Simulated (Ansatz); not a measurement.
PtSe2: single-point calculation (part 2 of 3)

PtSe2 (P-3m1, 3 atoms in the cell); DFT PBEsol+U+J, spin-orbit coupling, plane waves, PAW, U = 2 eV, J = 0.7 eV on Pt atom 1 d (Ansatz 0.2.0); cutoff 420 eV, 6×6×4 k-mesh, Gaussian smearing of 0.05 eV. The structure derives from an entry of the Crystallography Open Database. It belongs to a series of runs on one base structure; here: random orbitals: random, high filling.

Geometry of the input (Å; fractional positions):
```
3.7240  0.0000  0.0000
-1.8620  3.2251  0.0000
0.0000  0.0000  5.0620
Pt 0.0000  0.0000  0.0000
Se 0.3333  0.6667  0.2500
Se 0.6667  0.3333  0.7500
```

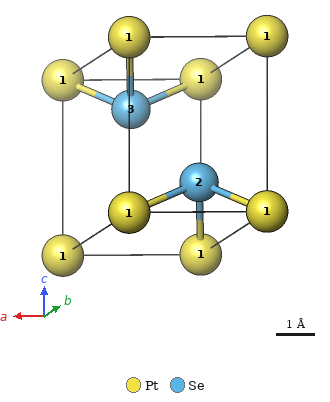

Fig. 1: The structure as given in the input (ball-and-stick view of the cell of the calculation, seen at an oblique angle; atoms are numbered from 1 in the order of the input).

**What the program printed, continued**
```
SCF iter   1: F=—  HF=-23264.293102 eV  |F-HF|=—  |Δ(HF+E_count)|=         —  Δρ=2.08e-1  dr2=4.76e0  dr2_m=6.05e0  ethr=3.10e-3  |M|=4.42e-1 ∫|m|=1.07e0 μB  |m|>n=0.0e0 m-floor=0.0e0 τ_xc=0.0e0 mc-row=0.0e0  β_m=0.30  ⟨swp⟩=7.1  Hψ=19817  notcnv=0  defer=38
preconditioner: auto → Kerker (q_TF=auto, 2.641 Å⁻¹)  [metal: Δε(μ)=0.005 eV  Ē_g=10.132 eV  σ=0.050 eV  W_gap=0.06  n_scr=22 (ndim 8)  ℏωp=22.3 eV  f_vac=0.017  D(μ)=1.44/eV (n_scr^D=8)]
spin=Noncollinear: Kerker preconditioning applied to the charge; magnetization (m_x, m_y, m_z) channels mix plain (no charge-response kernel on spin).
SCF iter   2: F=—  HF=-23264.330272 eV  |F-HF|=—  |Δ(HF+E_count)|=   3.72e-2  Δρ=1.57e-1  dr2=9.56e-1  dr2_m=3.44e0  ethr=3.10e-3  |M|=2.46e-1 ∫|m|=8.47e-1 μB  |m|>n=0.0e0 m-floor=0.0e0 τ_xc=6.5e-3 mc-row=0.0e0  β_m=0.30  ⟨swp⟩=2.1  Hψ=6176  notcnv=0  defer=342
SCF iter   3: F=—  HF=-23264.586864 eV  |F-HF|=—  |Δ(HF+E_count)|=   2.57e-1  Δρ=1.17e-1  dr2=6.32e-2  dr2_m=1.90e0  ethr=1.91e-3  |M|=1.47e-1 ∫|m|=6.93e-1 μB  |m|>n=0.0e0 m-floor=0.0e0 τ_xc=6.1e-3 mc-row=0.0e0  β_m=0.30  ⟨swp⟩=2.0  Hψ=5980  notcnv=0  defer=361
SCF iter   4: F=—  HF=-23264.831427 eV  |F-HF|=—  |Δ(HF+E_count)|=   2.45e-1  Δρ=8.51e-2  dr2=1.08e-2  dr2_m=1.01e0  ethr=1.26e-4  |M|=1.26e-1 ∫|m|=6.02e-1 μB  |m|>n=0.0e0 m-floor=0.0e0 τ_xc=4.5e-3 mc-row=0.0e0  β_m=0.30  ⟨swp⟩=3.0  Hψ=9118  notcnv=0  defer=395
SCF iter   5: F=—  HF=-23264.958642 eV  |F-HF|=—  |Δ(HF+E_count)|=   1.27e-1  Δρ=6.20e-2  dr2=3.53e-3  dr2_m=5.36e-1  ethr=2.17e-5  |M|=1.21e-1 ∫|m|=5.31e-1 μB  |m|>n=0.0e0 m-floor=0.0e0 τ_xc=3.4e-3 mc-row=0.0e0  β_m=0.30  ⟨swp⟩=2.0  Hψ=5912  notcnv=0  defer=395
SCF iter   6: F=—  HF=-23265.027891 eV  |F-HF|=—  |Δ(HF+E_count)|=   6.92e-2  Δρ=4.53e-2  dr2=8.07e-4  dr2_m=2.86e-1  ethr=7.06e-6  |M|=1.17e-1 ∫|m|=4.79e-1 μB  |m|>n=0.0e0 m-floor=0.0e0 τ_xc=2.6e-3 mc-row=0.0e0  β_m=0.30  ⟨swp⟩=2.0  Hψ=8320  notcnv=0  defer=395
SCF iter   7: F=—  HF=-23265.063937 eV  |F-HF|=—  |Δ(HF+E_count)|=   3.60e-2  Δρ=3.33e-2  dr2=1.97e-4  dr2_m=1.54e-1  ethr=1.61e-6  |M|=1.13e-1 ∫|m|=4.38e-1 μB  |m|>n=0.0e0 m-floor=0.0e0 τ_xc=2.0e-3 mc-row=0.0e0  β_m=0.30  ⟨swp⟩=2.0  Hψ=8082  notcnv=0  defer=396
Mixer restart at iter 7: flushing history
spin-set hold released at iteration 7 (site moments contracting): the magnetisation degrees of freedom join the quasi-Newton model from the next iteration; the mixer history was flushed
SCF iter   8: F=—  HF=-23265.084036 eV  |F-HF|=—  |Δ(HF+E_count)|=   2.01e-2  Δρ=2.45e-2  dr2=1.71e-4  dr2_m=8.36e-2  ethr=3.95e-7  |M|=1.08e-1 ∫|m|=4.09e-1 μB  |m|>n=0.0e0 m-floor=0.0e0 τ_xc=1.6e-3 mc-row=0.0e0  β_m=0.65  ⟨swp⟩=2.0  Hψ=8499  notcnv=0  defer=396
SCF iter   9: F=—  HF=-23265.108977 eV  |F-HF|=—  |Δ(HF+E_count)|=   2.49e-2  Δρ=9.52e-4  dr2=5.91e-5  dr2_m=1.27e-4  ethr=3.42e-7  |M|=9.54e-2 ∫|m|=3.27e-1 μB  |m|>n=0.0e0 m-floor=0.0e0 τ_xc=6.5e-4 mc-row=0.0e0  β_m=0.72  ⟨swp⟩=3.0  Hψ=9762  notcnv=0  defer=398
SCF iter  10: F=—  HF=-23265.109074 eV  |F-HF|=—  |Δ(HF+E_count)|=   9.69e-5  Δρ=3.67e-4  dr2=2.27e-5  dr2_m=1.89e-5  ethr=1.18e-7  |M|=9.62e-2 ∫|m|=3.22e-1 μB  |m|>n=0.0e0 m-floor=0.0e0 τ_xc=6.2e-4 mc-row=0.0e0  β_m=0.85  ⟨swp⟩=2.0  Hψ=7575  notcnv=0  defer=398
SCF iter  11: F=—  HF=-23265.109092 eV  |F-HF|=—  |Δ(HF+E_count)|=   1.88e-5  Δρ=7.67e-5  dr2=1.19e-5  dr2_m=5.00e-7  ethr=4.55e-8  |M|=9.67e-2 ∫|m|=3.19e-1 μB  |m|>n=0.0e0 m-floor=0.0e0 τ_xc=6.1e-4 mc-row=0.0e0  β_m=0.77  ⟨swp⟩=2.0  Hψ=7716  notcnv=0  defer=398
SCF iter  12: F=—  HF=-23265.109090 eV  |F-HF|=—  |Δ(HF+E_count)|=   2.36e-6  Δρ=3.66e-5  dr2=2.48e-6  dr2_m=5.38e-8  ethr=2.37e-8  |M|=9.69e-2 ∫|m|=3.19e-1 μB  |m|>n=0.0e0 m-floor=0.0e0 τ_xc=6.1e-4 mc-row=0.0e0  β_m=0.88  ⟨swp⟩=2.0  Hψ=7341  notcnv=0  defer=398
SCF iter  13: F=—  HF=-23265.109090 eV  |F-HF|=—  |Δ(HF+E_count)|=   1.99e-8  Δρ=1.70e-5  dr2=5.28e-7  dr2_m=9.12e-9  ethr=4.97e-9  |M|=9.69e-2 ∫|m|=3.19e-1 μB  |m|>n=0.0e0 m-floor=0.0e0 τ_xc=6.1e-4 mc-row=0.0e0  β_m=0.88  ⟨swp⟩=2.0  Hψ=5527  notcnv=0  defer=398
Mixer restart at iter 13: flushing history
SCF iter  14: F=—  HF=-23265.109523 eV  |F-HF|=—  |Δ(HF+E_count)|=         —  Δρ=2.83e-5  dr2=1.66e-6  dr2_m=1.01e-8  ethr=1.06e-9  |M|=9.69e-2 ∫|m|=3.19e-1 μB  |m|>n=0.0e0 m-floor=0.0e0 τ_xc=6.1e-4 mc-row=0.0e0  β_m=0.88  ⟨swp⟩=2.0  Hψ=5924  notcnv=0  defer=398
SCF iter  15: F=—  HF=-23267.030116 eV  |F-HF|=—  |Δ(HF+E_count)|=    1.92e0  Δρ=8.77e-3  dr2=2.07e-2  dr2_m=1.09e-2  ethr=1.06e-9  |M|=4.63e-2 ∫|m|=1.35e-1 μB  |m|>n=0.0e0 m-floor=0.0e0 τ_xc=6.1e-4 mc-row=0.0e0  β_m=0.20  ⟨swp⟩=5.4  Hψ=13043  notcnv=0  defer=398
SCF iter  16: F=—  HF=-23267.049188 eV  |F-HF|=—  |Δ(HF+E_count)|=   1.91e-2  Δρ=7.56e-3  dr2=8.92e-3  dr2_m=8.12e-3  ethr=1.06e-9  |M|=4.04e-2 ∫|m|=1.17e-1 μB  |m|>n=0.0e0 m-floor=0.0e0 τ_xc=4.5e-4 mc-row=0.0e0  β_m=0.44  ⟨swp⟩=4.0  Hψ=14127  notcnv=0  defer=398
SCF iter  17: F=—  HF=-23267.074412 eV  |F-HF|=—  |Δ(HF+E_count)|=   2.52e-2  Δρ=3.93e-3  dr2=1.23e-3  dr2_m=2.20e-3  ethr=1.06e-9  |M|=2.73e-2 ∫|m|=6.98e-2 μB  |m|>n=0.0e0 m-floor=0.0e0 τ_xc=1.4e-4 mc-row=0.0e0  β_m=0.93  ⟨swp⟩=4.6  Hψ=13516  notcnv=0  defer=398
SCF iter  18: F=—  HF=-23267.087700 eV  |F-HF|=—  |Δ(HF+E_count)|=   1.33e-2  Δρ=5.21e-4  dr2=2.93e-5  dr2_m=4.12e-5  ethr=1.06e-9  |M|=5.04e-3 ∫|m|=9.52e-3 μB  |m|>n=0.0e0 m-floor=0.0e0 τ_xc=4.7e-6 mc-row=0.0e0  β_m=0.90  ⟨swp⟩=4.2  Hψ=13425  notcnv=0  defer=398
SCF iter  19: F=—  HF=-23267.087721 eV  |F-HF|=—  |Δ(HF+E_count)|=   2.07e-5  Δρ=2.25e-4  dr2=8.80e-6  dr2_m=7.93e-6  ethr=1.06e-9  |M|=2.36e-3 ∫|m|=4.20e-3 μB  |m|>n=0.0e0 m-floor=0.0e0 τ_xc=9.9e-7 mc-row=0.0e0  β_m=0.91  ⟨swp⟩=3.0  Hψ=11176  notcnv=0  defer=398
SCF iter  20: F=—  HF=-23267.087726 eV  |F-HF|=—  |Δ(HF+E_count)|=   4.98e-6  Δρ=7.44e-5  dr2=1.30e-6  dr2_m=8.67e-7  ethr=1.06e-9  |M|=7.11e-4 ∫|m|=1.35e-3 μB  |m|>n=0.0e0 m-floor=0.0e0 τ_xc=1.1e-7 mc-row=0.0e0  β_m=0.96  ⟨swp⟩=3.3  Hψ=10647  notcnv=0  defer=398
SCF iter  21: F=—  HF=-23267.087727 eV  |F-HF|=—  |Δ(HF+E_count)|=   1.26e-6  Δρ=1.39e-5  dr2=2.68e-7  dr2_m=3.07e-8  ethr=1.06e-9  |M|=1.39e-4 ∫|m|=2.50e-4 μB  |m|>n=0.0e0 m-floor=0.0e0 τ_xc=4.3e-9 mc-row=0.0e0  β_m=0.98  ⟨swp⟩=2.0  Hψ=7878  notcnv=0  defer=398
iter 22 did not close the SCF: its close was put off for a magnetic moment that had not settled (scf_convergence_deferred on its scf_iter line)
SCF iter  22: F=-23267.087727 eV  HF=-23267.087727 eV  |F-HF|=2.34e-8  |Δ(HF+E_count)|=   5.22e-8  Δρ=4.63e-6  dr2=4.93e-8  dr2_m=1.02e-10  ethr=2.00e-10  |M|=1.81e-6 ∫|m|=1.58e-5 μB  |m|>n=0.0e0 m-floor=0.0e0 τ_xc=2.8e-12 mc-row=0.0e0  β_m=0.99  ⟨swp⟩=12.1  Hψ=31344  notcnv=0
iter 23 did not close the SCF: its close was put off for a magnetic moment that had not settled (scf_convergence_deferred on its scf_iter line)
SCF iter  23: F=-23267.087727 eV  HF=-23267.087727 eV  |F-HF|=1.53e-10  |Δ(HF+E_count)|=   1.04e-9  Δρ=1.19e-6  dr2=1.56e-9  dr2_m=1.22e-10  ethr=9.86e-11  |M|=3.27e-6 ∫|m|=1.33e-5 μB  |m|>n=0.0e0 m-floor=0.0e0 τ_xc=2.2e-12 mc-row=0.0e0  β_m=0.99  ⟨swp⟩=5.0  Hψ=23530  notcnv=0
SCF iter  24: F=-23267.087727 eV  HF=-23267.087727 eV  |F-HF|=4.73e-11  |Δ(HF+E_count)|=  3.02e-10  Δρ=3.83e-7  dr2=1.42e-10  dr2_m=1.97e-11  ethr=3.11e-12  |M|=2.28e-6 ∫|m|=5.78e-6 μB  |m|>n=0.0e0 m-floor=0.0e0 τ_xc=4.6e-13 mc-row=0.0e0  ⟨swp⟩=4.5  Hψ=21901  notcnv=0
WARN: the starting moments were not kept: the SCF closed with an absolute magnetisation of 5.7e-6 μB, where they sum to 4 μB in size (1 site). That is at most 0.1 of that sum. Measured as dr2_m measures the in/out step, that magnetisation stands 5.5e-12 eV from none, at or under the dr2_threshold of 1.0e-7 eV: it is no larger than a step whose dr2_m would equal this threshold. The system may hold no moment; this SCF shows only that its start led to no more than that. To try another start: raise the starting moments (crystal.atoms[].spin, magnetization.per_species, magnetization.initial_magnetization, or on a non-collinear deck that types none of these the spinor_matrix: blocks that start its atoms; where the total moment is fixed, keep their sum and leave initial_magnetization as it is; typed ones take the place of any that the run laid by itself, positive ones on a crystal's lanthanoids without a Hubbard term where scf.initial_density.shell_occupations: [] is typed) or, if the notice of its spin-set hold's release reads "site moments contracting" or "site moments show no strong build", lengthen the hold (scf.mixing.spin_hold: { on: { confirm: 4 } }; for m-r²SCAN on two components see the key's manual first). Each may lead to a state that holds a moment. A second SCF, from the converged charge density, with the starting moments and any scf.initial_density.shell_occupations laid on it anew, would have followed, and was not run: the deck does not ask for one (magnetization.retry_lost_moments is false, the default). To let it run, set magnetization.retry_lost_moments: true and run the deck again, where that key's refused combinations let it; where memory then withholds it, that run's warning says so.
WARN: hamiltonian.hubbard: on 1 of 1 specified blocks the occupation matrix of this SCF's result fails the test of the specified filling. At site 0 (sites count from 0 in the list of atoms of the cell that this SCF solves) the least filled combination of the orbitals specified full has occupation 0.716, and the fullest combination of the orbitals specified empty has occupation 0.977; the filling counts as kept where the first is at least 0.75 and exceeds the second by more than 0.25. The state of this SCF's result may not hold the specified filling, though these bounds can also misjudge a state that does. This warning does not say which state is lower in energy, or whether the specified filling is a self-consistent state at all; see hamiltonian.hubbard.sites[].starting_ns, Limitations, and scf.initial_density.shell_occupations in the input reference
SCF 1 converged in 24 iterations: F = -23267.087727 eV  dr2 = 1.42e-10
  greatest PAW one-centre occupation: 1.000 electrons in one spin orbital (limit 2), on the Pt atom at site 0 (counted from 0), in its partial waves of l = 0
SCF converged after 24 iterations
Magnetization: |M| = 0.0000 μB,  M = (-0.0000, +0.0000, -0.0000) μB
Absolute magnetization: 0.0000 μB (∫|m|, with the PAW one-centre terms)
  site 0: m = (-0.0000, -0.0000, +0.0000) μB, |m| = 0.0000 μB  (R = 1.03 Å)
  site 1: m = (-0.0000, +0.0000, -0.0000) μB, |m| = 0.0000 μB  (R = 1.03 Å)
  site 2: m = (-0.0000, +0.0000, -0.0000) μB, |m| = 0.0000 μB  (R = 1.03 Å)
Free energy (F): -23267.087727 eV
Harris-Foulkes:  -23267.087727 eV  (|F-HF|=4.73e-11)
Internal energy: -23267.085936 eV  (E = F + TS)
E sigma→0 (E₀):  -23267.086832 eV
Entropy (-TS):   -0.001791 eV (-0.597 meV/atom)
Fermi energy:    13.159313 eV
--- Per-component energies (eV) ---
  E_band       = -974.895208
  E_kinetic    = 876.035892
  E_local      = -6795.720031  (includes V_loc(G=0)·N_el)
  E_nonlocal   = -991.930185
  E_hartree    = 3147.607989
  E_xc         = -467.891677
  E_vxc        = -499.873744  (∫ρ·V_xc dr)
  E_hubbard    = 0.607410  (on-site DFT+U / exact-exchange correction)
  E_vhub       = -4.459207  (the Hubbard potential's part of the band-sum identity)
  E_paw        = -13080.175589  (= ΣΔE_a)
  E_vpaw       = 145.837469  (= ΣTr[D̂ρ^β])
  E_aug_tail   = -0.001038  (compensation charges beyond the density's cutoff)
  E_ewald      = -5957.935330
  E_core_change = 2.316623  (= ΣΔE_core)
  E_smearing   = -0.001791  (= −TS)
  E_closure    = -0.000000  (closes the sum)
  Σ components = -23267.087727   (vs F -23267.087727, Δ=0.00e0)
--- DFT+U+J on-site energies (Liechtenstein; fll double counting; per corrected site; eV) ---
  site 0 (l=d): U=2.0000  J=0.7000  Tr N=8.7293  E_int=57.798621  E_dc=57.191211  E_U=0.607410
--- Hubbard shell moments (per corrected site; Tr N, ν in electrons; μ in μ_B) ---
  shell 0: Tr N=8.7293  μ_S=(-0.0000, -0.0000, +0.0000)  μ_L=(-0.0000, -0.0000, +0.0000)  μ=(-0.0000, -0.0000, +0.0000)  ν=0.1001 along (+0.000, +0.000, +1.000)
--- Specified on-site occupations, and those of the state reported ---
  electrons in the specified blocks: 5.9000 specified, 8.7293 found
  site 0 (l=d): largest change of an orbital's occupation 0.9576; electrons 5.9000 specified, 8.7293 found; spectral distance 1.3888
--- Forces (eV/Å), atoms counted from 1 ---
  atom   1  Pt     0.00000000     0.00000000     0.00000000
  atom   2  Se     0.00000010     0.00000004     0.36257984
  atom   3  Se    -0.00000010    -0.00000004    -0.36257984
  max |Σ_I F_I| component: 0.00e0 eV/Å
--- Stress (GPa, compression-positive) ---
        2.634930       0.000001       0.000000
        0.000001       2.634932       0.000000
        0.000000       0.000000       1.511655
  P = ⅓ Tr σ = 2.2605 GPa (22.605 kbar)
--- Band table (eV; the first three rows and the last of 76) ---
  k-point 0: bands = ["-86.0640", "-86.0640", "-51.4311", "-51.4311", "-36.4645", "-36.4645", "-36.3933", "-36.3933", "-35.9562", "-35.9562", "-35.9399", "-35.9399", "-35.9358", "-35.9358", "-35.9275", "-35.9275", "-35.0652", "-35.0652", "-35.0617", "-35.0617", "-35.0527", "-35.0527", "-35.0434", "-35.0434", "-35.0425", "-35.0425", "-35.0418", "-35.0418", "-2.5700", "-2.5700", "0.2666", "0.2666", "5.7114", "5.7114", "6.1373", "6.1373", "6.6005", "6.6005", "8.4750", "8.4750", "8.8708", "8.8708", "10.4348", "10.4348", "11.7784", "11.7784", "12.3377", "12.3377", "13.6063", "13.6063", "14.5411", "14.5411", "14.6506", "14.6506", "16.6179", "16.6179", "17.2741", "17.2741", "20.0058", "20.0058"]
  k-point 1: bands = ["-86.0640", "-86.0640", "-51.4311", "-51.4311", "-36.4645", "-36.4645", "-36.3933", "-36.3933", "-35.9561", "-35.9561", "-35.9395", "-35.9395", "-35.9359", "-35.9359", "-35.9279", "-35.9279", "-35.0651", "-35.0651", "-35.0618", "-35.0618", "-35.0521", "-35.0521", "-35.0432", "-35.0432", "-35.0431", "-35.0431", "-35.0420", "-35.0420", "-2.3472", "-2.3472", "-0.2455", "-0.2455", "6.1589", "6.1589", "6.3558", "6.3558", "6.6943", "6.6943", "8.5129", "8.5129", "8.8499", "8.8499", "10.3783", "10.3783", "11.5631", "11.5631", "12.0837", "12.0837", "12.4167", "12.4168", "14.9852", "14.9852", "15.0513", "15.0513", "17.0739", "17.0739", "18.4567", "18.4567", "19.7779", "19.7779"]
```
